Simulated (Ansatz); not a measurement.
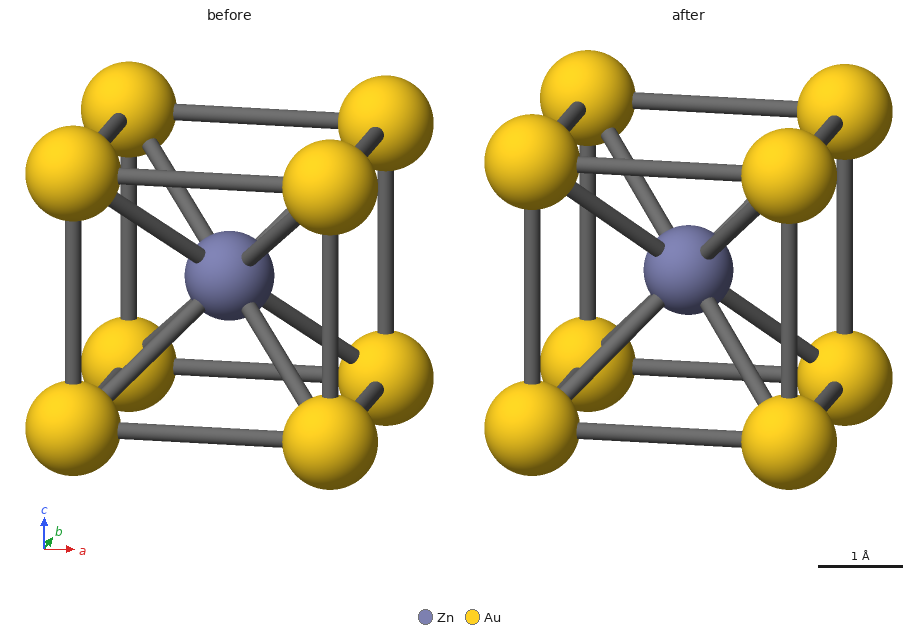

Left: crystalline ZnAu (set up in Pm-3m). Right: the same structure after one change, at the same scale. A ball-and-stick model of the cell of the calculation, seen slightly off an axis.

All numbers below come from DFT r2SCAN, scalar-relativistic, plane waves, PAW (Ansatz). (plane-wave cutoff 500 eV; k-point mesh 16 × 16 × 16; occupations gaussian; smearing width 0.1 eV; no spin polarisation)

What was changed?

Strain along c alone, +4.5 %, is applied. Symmetry leaves the atoms no freedom, so this is a single point.

What does the change do?

Near-neighbour distances before and after: Au–Au 3.149 → 3.149 to 3.290 Å, Au–Zn 2.727 → 2.768 Å. The space group (tolerance 0.01 Å) goes from Pm-3m (No. 221) to P4/mmm (No. 123). Energy change: +13.1 meV per atom. The pressure goes from 0.0 to −5.3 GPa. The principal stresses (compression positive) are −5.8 GPa along c and −5.0 GPa across it. All forces vanish by symmetry.
